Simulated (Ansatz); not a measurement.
**Ni: searching below the plain SCF**

Plain starts of Ni have been run. Do the further runs listed below go lower? Ni is taken in the deposited crystal structure (space group Fm-3m, primitive cell doubled), 2 atoms in the cell. Source: COD entry 9011597, which need not be the ambient phase.

Computed with Ansatz 0.2.0 (DFT PBE, PAW, plane waves, scalar-relativistic, unless a step's input says otherwise).

## (1) The system as given

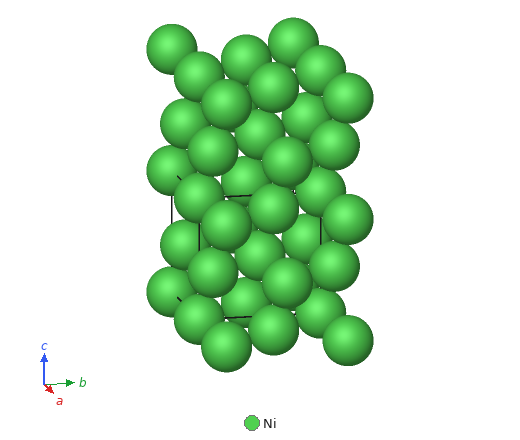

Start, viewed slightly off an axis; nickel green. 2×1×2 cells are drawn. Atoms on the faces are drawn again on the opposite ones. The cell drawn here is the conventional one.

Coordinates:

```xyz
2
Lattice="-1.7600 -3.5200 -1.7600 -1.7600 0.0000 -1.7600 1.7600 0.0000 -1.7600" Properties=species:S:1:pos:R:3 pbc="T T T"
Ni    0.0000    0.0000    0.0000
Ni    0.0000   -1.7600   -1.7600
```

Labels such as Ni2 number the atoms in the order of the input file.

Known so far: 9 plain starts ended in 2 states. The lowest came from “parallel moments, spin not held back in the first iterations, no switch to direct minimisation [Ni1 2.00, Ni2 2.00 μB]”: ferromagnetic, site moments Ni1 0.66, Ni2 0.66 μB, total 1.24 μB per cell, no gap on the k-mesh, free energy -11679.4963 eV.

Runs to come: parallel moments, default search for lower states; opposed moments +-, default search for lower states; the moments typed in its input, symmetry off, plain SCF; the moments typed in its input, standard search for lower states.

“Plain SCF” means no search for lower states. The default search runs further SCF cycles only where the state itself hints at a lower one. The standard and full searches may also try other magnetic orders and fillings, and need not reach the lowest state. With a search on, the program may also reshape the start on open shells. 

Site moments are integrals over atomic spheres and don't add up to the total.

## (2) Parallel moments, default search for lower states

input.yaml reads:

```yaml
crystal:
  lattice:
    - [-1.76, -3.52, -1.76]
    - [-1.76, 0.0, -1.76]
    - [1.76, 0.0, -1.76]
  atoms:
    - { symbol: Ni, position: [0.0, 0.0, 0.0], spin: 2.0 }
    - { symbol: Ni, position: [0.5, 0.0, 0.5], spin: 2.0 }
magnetization:
  spin_polarized: true
hamiltonian:
  xc: pbe
  pseudopotentials: { kind: paw }
basis:
  ecutwfc: 420
kpoints:
  mp_grid: { grid: [8, 14, 11] }
scf:
  occupations: { method: fermi_dirac, width: 0.1 }
output:
  forces: true
  stress: true
```

The run is started by

```bash
$ ansatz run input.yaml --threads 2 --pin off --max-ram 5120MiB --backend cpu --events-out ev --progress --plain --runs-dir out
```

The log of the run:

```text
Warning: crystal.symmetry: narrowed to the stabiliser of the k-point mesh — unitary ops 32 → 8; excluded 24 operations that carry a point of the 8×14×11 mesh (shift [0, 0, 0]) off the mesh (the run samples exactly the mesh kpoints.mp_grid names, as under crystal.symmetry.detect: false, and its converged state has the mesh's symmetry, not the crystal's; ε∞, the Born charges and the force constants of a linear response (`dielectric:` by the response, `phonons.method: dfpt`) are averaged over those of the crystal's operations that the state keeps within a tolerance, where `mesh_tensors`, `unaveraged_element` or `gamma_mean_max_change_ev_ang2` stands beside them; a row that `dielectric.field_direction` solves alone is averaged likewise, with nothing beside; a Γ-centred mesh of equal divisions is mapped onto itself by every operation and keeps the whole group, as does a half-shifted one under kpoints.further_shifts: images)
Engine: ansatz 0.2.0, x86_64-unknown-linux-gnu
Pseudopotentials: kind: paw
Pseudopotential: Ni, paw, valence charge 18, recommended cutoff 420 eV (normal), Ni.paw.azcp
Functional definition: PBE
  parameter kappa = 0.804
  parameter beta = 0.06672455060314922
  exchange = pbe_x(kappa = kappa, mu = beta*pi^2/3)
  correlation = pbe_c(beta = beta)
Crystal: 2 atoms, lattice volume = 21.807 Å³
Basis set: ecut = 420 eV, 403 PW (Γ), exchange–correlation on 60×36×36 points (8 copies of the dense FFT grid, shifted against one another)
Bands: 24, of which v1, the nominal top of the filled ones, is band 18 counted from 1 (17 counted from 0)
Symmetry: 8 space group operations
k-points: 348 of 1232
Non-local potential: Ni, projectors of the file, l = 0: 3, l = 1: 2, l = 2: 3, l = 3: 1
PAW form: soft (Blöchl's): semilocal exchange-correlation on the pseudo side does not see the compensation charge
PAW one-centre angular grid: Ni, 590 points (default); XC on 64 Gauss nodes
Initial density: superposition of atomic densities (chi_scale 0.1, normalization cell)
Starting moments: Σ|m| = 4 μB on 2 of 2 sites
Initial wavefunctions: pseudopotential atomic-orbital guess
Functional: x = pbe(κ = 0.804, μ = 0.2195149727645171), c = pbe(β = 0.06672455060314922)
SCF iter   1: F=—  HF=-11678.299935 eV  |F-HF|=—  |Δ(HF+E_count)|=         —  Δρ=1.67e-1 (↑1.67e-1 ↓8.69e-2)  dr2=1.16e0  dr2_m=3.12e0  M=1.885 μB ∫|m|=2.028 μB  β_m=0.30  ethr=3.10e-3  ⟨swp⟩=4.9  Hψ=59856  notcnv=0
Mixer restart at iter 1: flushing history
preconditioner: auto → none  [metal: Δε(μ)=0.004 eV  Ē_g=10.824 eV  σ=0.100 eV  W_gap=0.01  n_scr=6 (ndim 8)  ℏωp=35.6 eV  f_vac=0.000  D(μ)=2.95/eV (n_scr^D=36)  sad-step TF]
SCF iter   2: F=—  HF=-11677.999648 eV  |F-HF|=—  |Δ(HF+E_count)|=   3.00e-1  Δρ=1.10e-1 (↑9.56e-2 ↓1.10e-1)  dr2=2.95e-2  dr2_m=2.08e0  M=1.693 μB ∫|m|=1.843 μB  β_m=0.61  ethr=3.10e-3  ⟨swp⟩=2.7  Hψ=30218  notcnv=0  defer=231
SCF iter   3: F=—  HF=-11679.460260 eV  |F-HF|=—  |Δ(HF+E_count)|=    1.46e0  Δρ=7.72e-2 (↑7.72e-2 ↓1.67e-2)  dr2=5.90e-1  dr2_m=3.70e-1  M=1.506 μB ∫|m|=1.688 μB  β_m=0.67  ethr=8.20e-5  ⟨swp⟩=3.6  Hψ=43686  notcnv=0  defer=231
SCF iter   4: F=—  HF=-11679.508068 eV  |F-HF|=—  |Δ(HF+E_count)|=   4.78e-2  Δρ=1.50e-2 (↑7.54e-3 ↓1.50e-2)  dr2=6.42e-2  dr2_m=2.91e-3  M=1.237 μB ∫|m|=1.430 μB  β_m=0.84  ethr=8.20e-5  ⟨swp⟩=2.0  Hψ=38653  notcnv=0  defer=315
[... 3 lines left out ...]
SCF iter   8: F=—  HF=-11679.496346 eV  |F-HF|=—  |Δ(HF+E_count)|=   3.75e-7  Δρ=3.50e-5 (↑3.50e-5 ↓2.51e-5)  dr2=4.39e-7  dr2_m=1.24e-8  M=1.237 μB ∫|m|=1.414 μB  β_m=0.98  ethr=3.42e-8  ⟨swp⟩=2.2  Hψ=22952  notcnv=0  defer=313
SCF iter   9: F=—  HF=-11679.496346 eV  |F-HF|=—  |Δ(HF+E_count)|=   3.36e-8  Δρ=1.10e-6 (↑1.10e-6 ↓8.24e-7)  dr2=1.71e-10  dr2_m=1.06e-10  M=1.237 μB ∫|m|=1.414 μB  β_m=0.99  ethr=1.22e-9  ⟨swp⟩=2.2  Hψ=24327  notcnv=0  defer=313
SCF iter  10: F=-11679.496346 eV  HF=-11679.496346 eV  |F-HF|=1.00e-10  |Δ(HF+E_count)|=  8.13e-10  Δρ=1.13e-6 (↑3.37e-7 ↓1.13e-6)  dr2=1.09e-10  dr2_m=3.80e-11  M=1.237 μB ∫|m|=1.414 μB  ethr=1.00e-12  ⟨swp⟩=1.3  Hψ=49134  notcnv=0
SCF 1 converged in 10 iterations: F = -11679.496346 eV  dr2 = 1.09e-10
SCF converged after 10 iterations
Magnetization: 1.2370 μB (18.6185 up, 17.3815 down)
Absolute magnetization: 1.4156 μB (∫|ρ↑−ρ↓|, with the PAW one-centre terms)
Spin contamination: 0.0133 ħ² per cell (⟨S²⟩ above its minimum at these occupations)
Per-site moments (μB) at R_I (Å): [(0.656387180311079, 1.026719046282867), (0.6563871803110788, 1.026719046282867)]
Free energy (F): -11679.496346 eV
Harris-Foulkes:  -11679.496346 eV  (|F-HF|=1.00e-10)
Internal energy: -11679.388248 eV  (E = F + TS)
E sigma→0 (E₀):  -11679.442297 eV
Entropy (-TS):   -0.108098 eV (-54.049 meV/atom)
Fermi energy:    18.122883 eV
[... 24 lines left out: energy terms, forces, stress ...]
```

Wall time 52 s (2 threads of Intel Xeon at 2.50GHz (Skylake/Cascade Lake), shared host); peak memory 0.57 GiB.

This is the state of step 1 again (ferromagnetic), after 10 iterations.

## (3) Opposed moments +-, default search for lower states

Changes to input.yaml since step 2:

```diff
@@ -7,3 +7,3 @@
     - { symbol: Ni, position: [0.0, 0.0, 0.0], spin: 2.0 }
-    - { symbol: Ni, position: [0.5, 0.0, 0.5], spin: 2.0 }
+    - { symbol: Ni, position: [0.5, 0.0, 0.5], spin: -2.0 }
 magnetization:
@@ -22 +22,5 @@
   stress: true
+  write_density: true
+  write_potential: true
+  elf: true
+  volumetric_format: npy
```

The run is started by

```bash
$ ansatz run input.yaml --threads 2 --pin off --max-ram 5120MiB --backend cpu --events-out ev --progress --plain --runs-dir out
```

The log of the run:

```text
Warning: crystal.symmetry: narrowed to the stabiliser of the k-point mesh — unitary ops 16 → 4; excluded 12 operations that carry a point of the 8×14×11 mesh (shift [0, 0, 0]) off the mesh (the run samples exactly the mesh kpoints.mp_grid names, as under crystal.symmetry.detect: false, and its converged state has the mesh's symmetry, not the crystal's; ε∞, the Born charges and the force constants of a linear response (`dielectric:` by the response, `phonons.method: dfpt`) are averaged over those of the crystal's operations that the state keeps within a tolerance, where `mesh_tensors`, `unaveraged_element` or `gamma_mean_max_change_ev_ang2` stands beside them; a row that `dielectric.field_direction` solves alone is averaged likewise, with nothing beside; a Γ-centred mesh of equal divisions is mapped onto itself by every operation and keeps the whole group, as does a half-shifted one under kpoints.further_shifts: images)
[... 11 lines as in an earlier run ...]
Symmetry: 4 space group operations
[... 5 lines as in an earlier run ...]
Starting moments: Σ|m| = 4 μB on 2 of 2 sites
[... 2 lines as in an earlier run ...]
spin-down is spin-up translated by (0.5, 0, 0.5): one eigenproblem is solved per k-point and the antiferromagnetic symmetry of the starting moments is kept exactly by this SCF (crystal.symmetry.spin_inversion_symmetry: false solves both channels; [...]
iter 1 solved again at ethr=3.06e-3 eV; its pass at ethr=3.10e-3 eV (dr2=1.10e0 eV) is discarded
SCF iter   1: F=—  HF=-11678.546921 eV  |F-HF|=—  |Δ(HF+E_count)|=         —  Δρ=2.12e-1 (↑2.12e-1 ↓2.12e-1)  dr2=1.10e0  dr2_m=8.54e0  M=0.000 μB ∫|m|=1.025 μB  β_m=0.30  ethr=3.06e-3  ⟨swp⟩=1.2  Hψ=41568  notcnv=0
Mixer restart at iter 1: flushing history
preconditioner: auto → none  [metal: Δε(μ)=0.003 eV  Ē_g=10.817 eV  σ=0.100 eV  W_gap=0.01  n_scr=6 (ndim 8)  ℏωp=35.6 eV  f_vac=0.000  D(μ)=5.15/eV (n_scr^D=106)  sad-step TF]
SCF iter   2: F=—  HF=-11678.072660 eV  |F-HF|=—  |Δ(HF+E_count)|=   4.74e-1  Δρ=1.58e-1 (↑1.58e-1 ↓1.58e-1)  dr2=3.23e-2  dr2_m=4.94e0  M=0.000 μB ∫|m|=0.861 μB  β_m=0.65  ethr=3.06e-3  ⟨swp⟩=2.2  Hψ=12491  notcnv=0
SCF iter   3: F=—  HF=-11683.905322 eV  |F-HF|=—  |Δ(HF+E_count)|=    5.83e0  Δρ=1.78e-1 (↑1.78e-1 ↓1.78e-1)  dr2=1.36e1  dr2_m=5.30e-1  M=0.000 μB ∫|m|=0.303 μB  β_m=0.65  ethr=8.98e-5  ⟨swp⟩=3.4  Hψ=27712  notcnv=0  defer=163
SCF iter   4: F=—  HF=-11679.432037 eV  |F-HF|=—  |Δ(HF+E_count)|=    4.47e0  Δρ=1.31e-2 (↑1.31e-2 ↓1.31e-2)  dr2=5.76e-2  dr2_m=1.01e-2  M=0.000 μB ∫|m|=0.160 μB  β_m=0.82  ethr=8.98e-5  ⟨swp⟩=4.8  Hψ=31550  notcnv=0  defer=139
[... 6 lines left out ...]
SCF iter  11: F=—  HF=-11679.425146 eV  |F-HF|=—  |Δ(HF+E_count)|=   2.80e-9  Δρ=7.13e-6 (↑7.13e-6 ↓7.13e-6)  dr2=2.04e-8  dr2_m=8.10e-10  M=0.000 μB ∫|m|=0.000 μB  β_m=0.80  ethr=1.77e-10  ⟨swp⟩=2.0  Hψ=12101  notcnv=0  defer=210
SCF iter  12: F=—  HF=-11679.425146 eV  |F-HF|=—  |Δ(HF+E_count)|=   1.10e-9  Δρ=2.53e-6 (↑2.53e-6 ↓2.53e-6)  dr2=2.54e-9  dr2_m=1.72e-10  M=0.000 μB ∫|m|=0.000 μB  β_m=0.90  ethr=5.67e-11  ⟨swp⟩=2.1  Hψ=11141  notcnv=0  defer=210
SCF iter  13: F=-11679.425146 eV  HF=-11679.425146 eV  |F-HF|=1.38e-10  |Δ(HF+E_count)|=  6.00e-11  Δρ=5.78e-7 (↑5.78e-7 ↓5.78e-7)  dr2=1.71e-10  dr2_m=4.90e-14  M=0.000 μB ∫|m|=0.000 μB  ethr=7.05e-12  ⟨swp⟩=7.4  Hψ=45665  notcnv=0
SCF 1 converged in 13 iterations: F = -11679.425146 eV  dr2 = 1.71e-10
Initial density: read from a saved state, or passed on in memory by an earlier SCF of this step, an earlier step, the calling program or the single point that the run made first
Starting moments: Σ|m| = 4 μB on 2 of 2 sites; this step starts from the density that it was given
Initial wavefunctions: those read from a saved state, or passed on in memory by an earlier step or the calling program
the translation (0.5, 0, 0.5) carries every atom to within crystal.symmetry.tolerance of an atom of its element with the starting moment reversed, but both spin channels are solved: the run starts from a saved state that isn't shown to keep it, or this solve from the single point that its walk made first
iter 1 solved again at ethr=1.00e-12 eV; its pass at ethr=2.78e-6 eV (dr2=1.71e-10 eV) is discarded
SCF iter   1: F=—  HF=-11679.425146 eV  |F-HF|=—  |Δ(HF+E_count)|=         —  Δρ=5.78e-7 (↑5.78e-7 ↓5.78e-7)  dr2=1.71e-10  dr2_m=4.90e-14  M=0.000 μB ∫|m|=0.000 μB  ethr=1.00e-12  ⟨swp⟩=1.0  Hψ=80862  notcnv=0
preconditioner: auto → none  [metal: Δε(μ)=0.001 eV  Ē_g=11.694 eV  σ=0.100 eV  W_gap=0.00  n_scr=6 (ndim 8)  ℏωp=35.6 eV  f_vac=0.000  D(μ)=5.78/eV (n_scr^D=122)]
SCF iter   2: F=—  HF=-11679.494761 eV  |F-HF|=—  |Δ(HF+E_count)|=   6.96e-2  Δρ=5.23e-3 (↑5.23e-3 ↓4.10e-3)  dr2=1.26e-4  dr2_m=4.35e-3  M=1.207 μB ∫|m|=1.352 μB  ethr=2.78e-6  ⟨swp⟩=1.1  Hψ=75220  notcnv=0
SCF iter   3: F=—  HF=-11679.496726 eV  |F-HF|=—  |Δ(HF+E_count)|=   1.96e-3  Δρ=2.98e-3 (↑1.08e-3 ↓2.98e-3)  dr2=1.90e-3  dr2_m=1.85e-4  M=1.235 μB ∫|m|=1.408 μB  ethr=2.78e-6  ⟨swp⟩=1.1  Hψ=46993  notcnv=0
SCF iter   4: F=—  HF=-11679.496347 eV  |F-HF|=—  |Δ(HF+E_count)|=   3.79e-4  Δρ=1.09e-4 (↑9.95e-5 ↓1.09e-4)  dr2=5.37e-6  dr2_m=5.92e-8  M=1.237 μB ∫|m|=1.414 μB  ethr=2.78e-6  ⟨swp⟩=1.0  Hψ=36193  notcnv=0
SCF iter   5: F=-11679.496346 eV  HF=-11679.496346 eV  |F-HF|=1.21e-8  |Δ(HF+E_count)|=   7.33e-7  Δρ=9.61e-6 (↑2.63e-6 ↓9.61e-6)  dr2=1.10e-8  dr2_m=2.79e-9  M=1.237 μB ∫|m|=1.414 μB  ethr=2.78e-10  ⟨swp⟩=2.0  Hψ=44259  notcnv=0
SCF iter   6: F=-11679.496346 eV  HF=-11679.496346 eV  |F-HF|=1.22e-8  |Δ(HF+E_count)|=  7.64e-11  Δρ=9.61e-6 (↑2.65e-6 ↓9.61e-6)  dr2=1.10e-8  dr2_m=2.78e-9  M=1.237 μB ∫|m|=1.414 μB  ethr=3.04e-11  ⟨swp⟩=1.5  Hψ=52476  notcnv=0
SCF 2 converged in 6 iterations: F = -11679.496346 eV  dr2 = 1.10e-8
[... 1 line as in an earlier run ...]
iter 1 solved again at ethr=3.04e-11 eV; its pass at ethr=3.10e-3 eV (dr2=1.09e-8 eV) is discarded
SCF iter   1: F=—  HF=-11679.496346 eV  |F-HF|=—  |Δ(HF+E_count)|=         —  Δρ=9.59e-6 (↑2.65e-6 ↓9.59e-6)  dr2=1.09e-8  dr2_m=2.77e-9  M=1.237 μB ∫|m|=1.414 μB  β_m=0.30  ethr=3.04e-11  ⟨swp⟩=1.0  Hψ=61389  notcnv=0
preconditioner: auto → none  [metal: Δε(μ)=0.005 eV  Ē_g=11.452 eV  σ=0.100 eV  W_gap=0.01  n_scr=6 (ndim 8)  ℏωp=35.6 eV  f_vac=0.000  D(μ)=3.35/eV (n_scr^D=48)]
SCF iter   2: F=-11679.496346 eV  HF=-11679.496346 eV  |F-HF|=2.28e-9  |Δ(HF+E_count)|=   2.39e-9  Δρ=4.23e-6 (↑4.23e-6 ↓2.64e-6)  dr2=3.05e-9  dr2_m=9.84e-10  M=1.237 μB ∫|m|=1.414 μB  ethr=3.03e-11  ⟨swp⟩=7.0  Hψ=87613  notcnv=0
SCF 3 converged in 2 iterations: F = -11679.496346 eV  dr2 = 3.05e-9
the run went on to a lower state, not held to the crystal's whole symmetry: an SCF along what the orbitals of the run's state read of its open shells (or to have them read: on a GPU, or by another smearing), with the run's symmetry operations kept and the antiferromagnet's anti-translation given up, reached one 0. [...]
WARN: the starting moments were not kept: 1 of 2 ended reversed and 1 kept their direction, counting a site from 0.1 of the cell's largest site moment. The largest reversed, site 1 (counted from 0, in the order of the report's site_moments_mub), started with -2.0 μB and closes at +6.6e-1 μB in its sphere. The starting moments cancel, and the net magnetisation is 1.3e0 μB in size, over 0.1 of its absolute magnetisation of 1.4e0 μB. The SCF closed on another magnetic arrangement than the starting moments describe; that does not show which of the two is lower. This SCF took its magnetisation from a saved state (the deck's checkpoint.read, a session's seed or a resume), or from the single point or search that the run made first, and not from the starting moments. Where the run's atoms have moved since that state, how it is taken is a key of its own (checkpoint.density_extrapolation: follow_atoms, where typed, takes the whole of its magnetisation to them with its atoms, but for some exceptions; the density_extrapolation keyword of a session's seed is the same key). To be rid of a resumed run's state, run its deck in a fresh run directory. To be rid of the state of a single point that the run made first, give starting moments in the input or, where a deck that gives them still makes one, type scf.lower_state_search: off. To try another start, run it without that state.
SCF converged after 2 iterations
Magnetization: 1.2370 μB (18.6185 up, 17.3815 down)
Absolute magnetization: 1.4157 μB (∫|ρ↑−ρ↓|, with the PAW one-centre terms)
Spin contamination: 0.0133 ħ² per cell (⟨S²⟩ above its minimum at these occupations)
Per-site moments (μB) at R_I (Å): [(0.656399638260833, 1.026719046282867), (0.6563994900788666, 1.026719046282867)]
Free energy (F): -11679.496346 eV
Harris-Foulkes:  -11679.496346 eV  (|F-HF|=2.28e-9)
Internal energy: -11679.388248 eV  (E = F + TS)
E sigma→0 (E₀):  -11679.442297 eV
Entropy (-TS):   -0.108098 eV (-54.049 meV/atom)
Fermi energy:    18.122930 eV
[... 29 lines left out: energy terms, forces, stress, bands ...]
```

It took 3.9 min on 2 threads of Intel Xeon at 2.50GHz (Skylake/Cascade Lake), shared host; peak memory 1.4 GiB.

Nothing new: the 21 iterations lead to the state found in step 1 (ferromagnetic).

(Part 1 of 2 ends here.)
